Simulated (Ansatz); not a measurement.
## Geometry relaxation of Ba4Ti5O12 (part 3 of 3)

Continued. System: Ba4Ti5O12 (slab, 21 atoms in the cell). Method: DFT PBEsol, scalar-relativistic, plane waves, PAW, no spin polarisation (Ansatz 0.2.0); cutoff 420 eV, 6×6×1 k-mesh, Gaussian smearing of 0.05 eV. The structure derives from an entry of the Crystallography Open Database. It belongs to a series of runs on one base structure; here: (1 1 1) slab, atoms relaxed.

Geometry of the input (Å; fractional positions):
```
5.6142  0.0000  0.0000
-2.8071  4.8621  0.0000
0.0000  0.0000  24.1680
Ti 0.6667  0.3333  0.3103
Ba 0.0000  0.0000  0.3577
O  0.5000  0.5000  0.3577
O  0.5000  0.0000  0.3577
O  -0.0000  0.5000  0.3577
Ti 0.3333  0.6667  0.4052
Ba 0.6667  0.3333  0.4526
O  0.1667  0.8333  0.4526
O  0.1667  0.3333  0.4526
O  0.6667  0.8333  0.4526
Ti 0.0000  0.0000  0.5000
Ba 0.3333  0.6667  0.5474
O  0.8333  0.1667  0.5474
O  0.8333  0.6667  0.5474
O  0.3333  0.1667  0.5474
Ti 0.6667  0.3333  0.5948
Ba 0.0000  0.0000  0.6423
O  0.5000  0.5000  0.6423
O  0.5000  0.0000  0.6423
O  -0.0000  0.5000  0.6423
Ti 0.3333  0.6667  0.6897
```

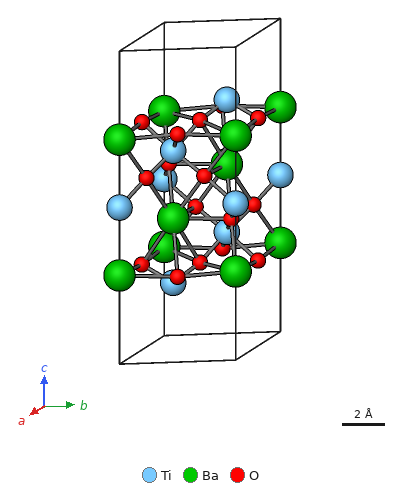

Figure 1. The geometry at step 5 of the log (ball-and-stick view of the cell of the calculation, with the vacuum cut short, seen slightly off an axis).

## Trajectory as extended XYZ, continued
```
21
Lattice="5.6142 0.0000 0.0000 -2.8071 4.8621 0.0000 0.0000 0.0000 24.1680" Properties=species:S:1:pos:R:3:forces:R:3 step=2 energy=-42578.49912
Ti    2.8071    1.6207    7.6839    0.0000   0.0000   3.2234
Ba    0.0000    0.0000    8.8443    0.0000   0.0000  -0.5773
O     1.3762    2.4468    8.5886    1.4103  -0.8143  -1.2176
O     2.8071   -0.0316    8.5886    0.0000   1.6285  -1.2176
O    -1.3762    2.4468    8.5886   -1.4103  -0.8143  -1.2176
Ti    0.0000    3.2414    9.7774    0.0000   0.0000   0.4757
Ba    2.8071    1.6207   10.9827    0.0000   0.0000   0.2870
O    -1.4140    4.0578   10.9060    0.1863  -0.1076   0.0106
O     0.0000    1.6086   10.9060    0.0000   0.2152   0.0106
O     1.4140    4.0578   10.9060   -0.1863  -0.1076   0.0106
Ti    0.0000    0.0000   12.0840    0.0000   0.0000   0.0000
Ba    0.0000    3.2414   13.1853    0.0000   0.0000  -0.2871
O     4.2212    0.8043   13.2621   -0.1863   0.1076  -0.0106
O     2.8071    3.2535   13.2621    0.0000  -0.2152  -0.0106
O     1.3931    0.8043   13.2621    0.1863   0.1076  -0.0106
Ti    2.8071    1.6207   14.3906    0.0000   0.0000  -0.4757
Ba    0.0000    0.0000   15.3238    0.0000   0.0000   0.5774
O     1.4309    2.4152   15.5794   -1.4103   0.8143   1.2176
O     2.8071    0.0316   15.5794    0.0000  -1.6285   1.2176
O    -1.4309    2.4152   15.5794    1.4103   0.8143   1.2176
Ti    0.0000    3.2414   16.4841    0.0000   0.0000  -3.2234
21
Lattice="5.6142 0.0000 0.0000 -2.8071 4.8621 0.0000 0.0000 0.0000 24.1680" Properties=species:S:1:pos:R:3:forces:R:3 step=3 energy=-42578.94553
Ti    2.8071    1.6207    7.8732    0.0000   0.0000  -2.1965
Ba    0.0000    0.0000    8.7202    0.0000   0.0000   0.0875
O     1.4197    2.4217    8.5344   -1.2324   0.7115   0.5285
O     2.8071    0.0187    8.5344    0.0000  -1.4230   0.5285
O    -1.4197    2.4217    8.5344    1.2324   0.7115   0.5285
Ti    0.0000    3.2414    9.7378    0.0000   0.0000   0.7951
Ba    2.8071    1.6207   11.1356    0.0000   0.0000  -0.3808
O    -1.4258    4.0646   10.8480    0.3701  -0.2137   0.1345
O     0.0000    1.5950   10.8480    0.0000   0.4273   0.1345
O     1.4258    4.0646   10.8480   -0.3701  -0.2137   0.1345
Ti    0.0000    0.0000   12.0840    0.0000   0.0000   0.0001
Ba    0.0000    3.2414   13.0324    0.0000   0.0000   0.3810
O     4.2330    0.7975   13.3200   -0.3701   0.2137  -0.1345
O     2.8071    3.2671   13.3200    0.0000  -0.4274  -0.1345
O     1.3813    0.7975   13.3200    0.3701   0.2137  -0.1345
Ti    2.8071    1.6207   14.4302    0.0000   0.0000  -0.7952
Ba    0.0000    0.0000   15.4479    0.0000   0.0000  -0.0877
O     1.3874    2.4404   15.6337    1.2324  -0.7115  -0.5285
O     2.8071   -0.0187   15.6337    0.0000   1.4230  -0.5285
O    -1.3874    2.4404   15.6337   -1.2324  -0.7115  -0.5285
Ti    0.0000    3.2414   16.2948    0.0000   0.0000   2.1965
21
Lattice="5.6142 0.0000 0.0000 -2.8071 4.8621 0.0000 0.0000 0.0000 24.1680" Properties=species:S:1:pos:R:3:forces:R:3 step=4 energy=-42579.11381
Ti    2.8071    1.6207    7.7433    0.0000   0.0000   0.3541
Ba    0.0000    0.0000    8.7596    0.0000   0.0000  -0.3245
O     1.4001    2.4330    8.4831    0.0517  -0.0299   0.2800
O     2.8071   -0.0040    8.4831    0.0000   0.0597   0.2800
O    -1.4001    2.4330    8.4831   -0.0517  -0.0299   0.2800
Ti    0.0000    3.2414    9.9032    0.0000   0.0000  -1.7550
Ba    2.8071    1.6207   11.0149    0.0000   0.0000  -0.2001
O    -1.3998    4.0495   10.9069    0.0157  -0.0091   0.0353
O     0.0000    1.6251   10.9069    0.0000   0.0181   0.0353
O     1.3998    4.0495   10.9069   -0.0157  -0.0091   0.0353
Ti    0.0000    0.0000   12.0840    0.0000   0.0000  -0.0004
Ba    0.0000    3.2414   13.1531    0.0000   0.0000   0.1999
O     4.2069    0.8125   13.2611   -0.0157   0.0091  -0.0352
O     2.8071    3.2370   13.2611    0.0000  -0.0181  -0.0352
O     1.4073    0.8125   13.2611    0.0157   0.0091  -0.0352
Ti    2.8071    1.6207   14.2647    0.0000   0.0000   1.7556
Ba    0.0000    0.0000   15.4085    0.0000   0.0000   0.3246
O     1.4070    2.4290   15.6849   -0.0517   0.0298  -0.2801
O     2.8071    0.0040   15.6849    0.0000  -0.0597  -0.2801
O    -1.4070    2.4290   15.6849    0.0517   0.0298  -0.2801
Ti    0.0000    3.2414   16.4247    0.0000   0.0000  -0.3541
21
Lattice="5.6142 0.0000 0.0000 -2.8071 4.8621 0.0000 0.0000 0.0000 24.1680" Properties=species:S:1:pos:R:3:forces:R:3 step=5 energy=-42579.32044
Ti    2.8071    1.6207    7.8063    0.0000   0.0000  -0.1057
Ba    0.0000    0.0000    8.7115    0.0000   0.0000   0.1784
O     1.4000    2.4331    8.5442    0.0230  -0.0133  -0.1343
O     2.8071   -0.0041    8.5442    0.0000   0.0265  -0.1343
O    -1.4000    2.4331    8.5442   -0.0230  -0.0133  -0.1343
Ti    0.0000    3.2414    9.7982    0.0000   0.0000   0.2758
Ba    2.8071    1.6207   11.0073    0.0000   0.0000   0.3053
O    -1.3996    4.0494   10.8813   -0.1003   0.0579   0.0641
O     0.0000    1.6253   10.8813    0.0000  -0.1158   0.0641
O     1.3996    4.0494   10.8813    0.1003   0.0579   0.0641
Ti    0.0000    0.0000   12.0840    0.0000   0.0000   0.0000
Ba    0.0000    3.2414   13.1607    0.0000   0.0000  -0.3052
O     4.2067    0.8126   13.2868    0.1002  -0.0579  -0.0642
O     2.8071    3.2368   13.2868    0.0000   0.1158  -0.0642
O     1.4075    0.8126   13.2868   -0.1002  -0.0579  -0.0642
Ti    2.8071    1.6207   14.3698    0.0000   0.0000  -0.2758
Ba    0.0000    0.0000   15.4566    0.0000   0.0000  -0.1785
O     1.4071    2.4290   15.6238   -0.0230   0.0133   0.1344
O     2.8071    0.0041   15.6238    0.0000  -0.0265   0.1344
O    -1.4071    2.4290   15.6238    0.0230   0.0133   0.1344
Ti    0.0000    3.2414   16.3617    0.0000   0.0000   0.1057
21
Lattice="5.6142 0.0000 0.0000 -2.8071 4.8621 0.0000 0.0000 0.0000 24.1680" Properties=species:S:1:pos:R:3:forces:R:3 step=6 energy=-42579.34613
Ti    2.8071    1.6207    7.7951    0.0000   0.0000  -0.0003
Ba    0.0000    0.0000    8.7332    0.0000   0.0000   0.0225
O     1.3989    2.4337    8.5291    0.0188  -0.0109  -0.0159
O     2.8071   -0.0053    8.5291    0.0000   0.0217  -0.0159
O    -1.3989    2.4337    8.5291   -0.0188  -0.0109  -0.0159
Ti    0.0000    3.2414    9.8067    0.0000   0.0000  -0.0658
Ba    2.8071    1.6207   11.0432    0.0000   0.0000  -0.0382
O    -1.4031    4.0515   10.8847    0.0077  -0.0045   0.0307
O     0.0000    1.6212   10.8847    0.0000   0.0089   0.0307
O     1.4031    4.0515   10.8847   -0.0077  -0.0045   0.0307
Ti    0.0000    0.0000   12.0840    0.0000   0.0000   0.0000
Ba    0.0000    3.2414   13.1248    0.0000   0.0000   0.0382
O     4.2103    0.8106   13.2833   -0.0077   0.0045  -0.0307
O     2.8071    3.2409   13.2833    0.0000  -0.0089  -0.0307
O     1.4040    0.8106   13.2833    0.0077   0.0045  -0.0307
Ti    2.8071    1.6207   14.3613    0.0000   0.0000   0.0658
Ba    0.0000    0.0000   15.4349    0.0000   0.0000  -0.0225
O     1.4082    2.4284   15.6389   -0.0188   0.0109   0.0159
O     2.8071    0.0053   15.6389    0.0000  -0.0217   0.0159
O    -1.4082    2.4284   15.6389    0.0188   0.0109   0.0159
Ti    0.0000    3.2414   16.3729    0.0000   0.0000   0.0003
21
Lattice="5.6142 0.0000 0.0000 -2.8071 4.8621 0.0000 0.0000 0.0000 24.1680" Properties=species:S:1:pos:R:3:forces:R:3 step=7 energy=-42579.34713
Ti    2.8071    1.6207    7.7901    0.0000   0.0000  -0.0001
Ba    0.0000    0.0000    8.7366    0.0000   0.0000   0.0087
O     1.3996    2.4333    8.5253    0.0039  -0.0022  -0.0026
O     2.8071   -0.0046    8.5253    0.0000   0.0045  -0.0026
O    -1.3996    2.4333    8.5253   -0.0039  -0.0022  -0.0026
Ti    0.0000    3.2414    9.8026    0.0000   0.0000  -0.0057
Ba    2.8071    1.6207   11.0396    0.0000   0.0000  -0.0074
O    -1.4018    4.0507   10.8862   -0.0026   0.0015   0.0012
O     0.0000    1.6228   10.8862    0.0000  -0.0030   0.0012
O     1.4018    4.0507   10.8862    0.0026   0.0015   0.0012
Ti    0.0000    0.0000   12.0840    0.0000   0.0000   0.0000
Ba    0.0000    3.2414   13.1284    0.0000   0.0000   0.0074
O     4.2089    0.8114   13.2818    0.0026  -0.0015  -0.0012
O     2.8071    3.2393   13.2818    0.0000   0.0030  -0.0012
O     1.4054    0.8114   13.2818   -0.0026  -0.0015  -0.0012
Ti    2.8071    1.6207   14.3654    0.0000   0.0000   0.0057
Ba    0.0000    0.0000   15.4315    0.0000   0.0000  -0.0087
O     1.4075    2.4287   15.6427   -0.0039   0.0022   0.0026
O     2.8071    0.0046   15.6427    0.0000  -0.0045   0.0026
O    -1.4075    2.4287   15.6427    0.0039   0.0022   0.0026
Ti    0.0000    3.2414   16.3779    0.0000   0.0000   0.0001
```

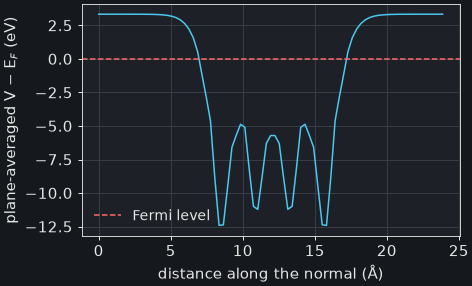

Figure 2. Plane average of the electrostatic potential energy of an electron across the cell, from the Fermi level. The vacuum level lies 3.34 eV above the Fermi level.

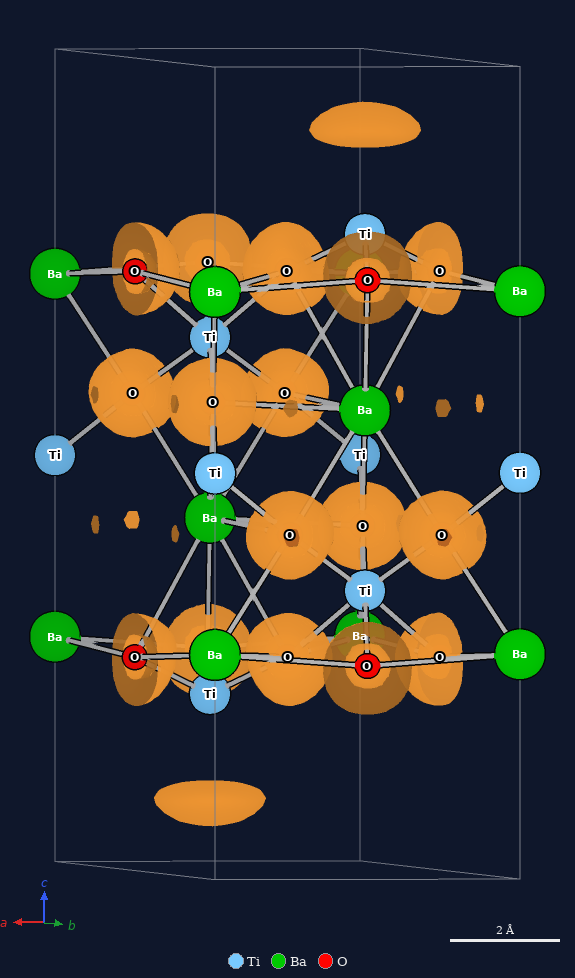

Figure 3. Isosurface of the ELF at 0.75 (orange), seen at an oblique angle. Only the valence region is drawn (cores and ρ < 0.01 e/Å³ removed). Sticks mark near contacts. Values along the shortest contacts: Ti–O (1.78 Å): the ELF is about 0.25 at the midpoint (no shared pair; the contact is polar). Ba–O (2.69 Å): the ELF is about 0.15 at the midpoint; no shared pair; the contact is polar. The fields are those of the smooth PAW valence density.

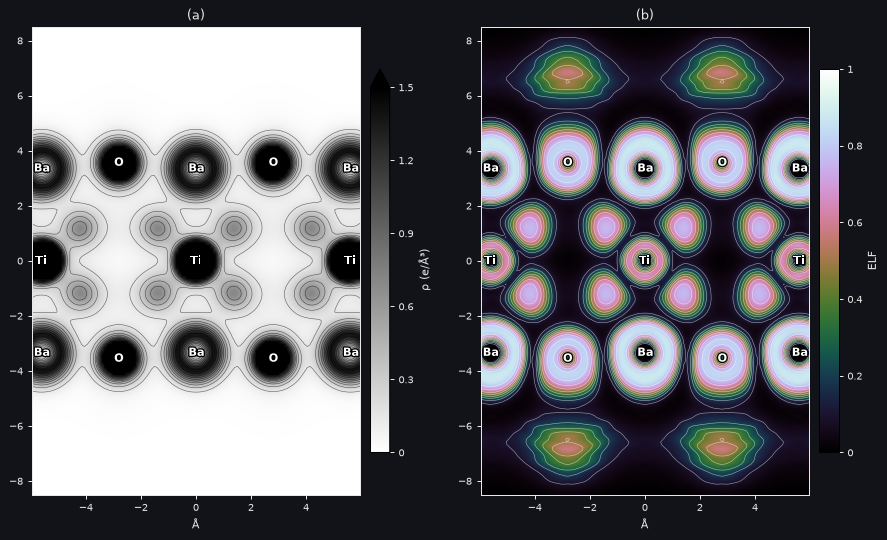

Figure 4. (a) valence electron density; (b) electron localisation function on the (11̄0) plane of the calculation cell, a cut from vacuum to vacuum. Atoms in the plane: Ba, O and Ti. Ba–O (2.82 Å): the density is about 0.2 e/Å³ at the midpoint; the ELF is about 0.15 at the midpoint (no shared pair; the contact is polar). The density dies away to nearly zero in the vacuum. The strong features right at Ba and Ti lie inside the PAW spheres (semicore, d or f shells) and say nothing about bonding.

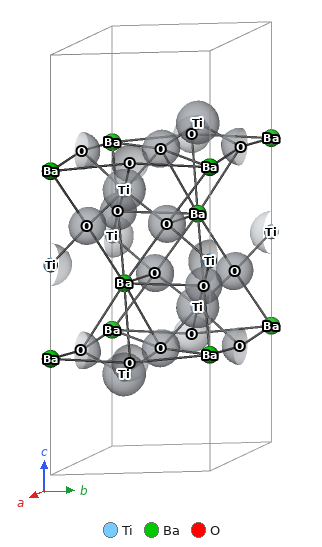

Figure 5. Isosurface of the valence charge density (pseudo) at 1.5 e/Å³ (grey), seen slightly off an axis. Sticks mark near contacts. At this value the density breaks into separate islands; it holds about 50 % of the electrons treated as valence (semicore included). It is pinched off along the Ti–O (1.78 Å), Ba–O (2.69 Å), Ti–O (1.95 Å) and Ti–O (2.02 Å) contacts. On the grid the lowest density along these lines, outside the cores, is 1.1 e/Å³ (Ti–O, 1.78 Å), 0.23 e/Å³ (Ba–O, 2.69 Å), 0.71 e/Å³ (Ti–O, 1.95 Å) and 0.59 e/Å³ (Ti–O, 2.02 Å).

## Results in brief

| quantity | value |
| --- | --- |
| outcome | converged |
| electrons treated | 172 |
| free energy | −42579.3471 eV |
| work function, top face | 3.34 eV |
| work function, bottom face | 3.34 eV |
| Fermi energy | 3.680 eV |
| gap on the k-point mesh | none (metallic) |
| final volume | 659.71 Å³ |
| work function (upper face) | 3.34 eV |
| largest force (length of the vector) at the end | 0.009 eV/Å |
| hardware | 2 threads of Arm Neoverse V1, 24 GiB of memory available, shared host |
| wall time | 6.7 min (CPU time 13 min) |
| peak memory | 1.3 GiB |

The program warns: the exchange-correlation potential is rough where the density is thin.
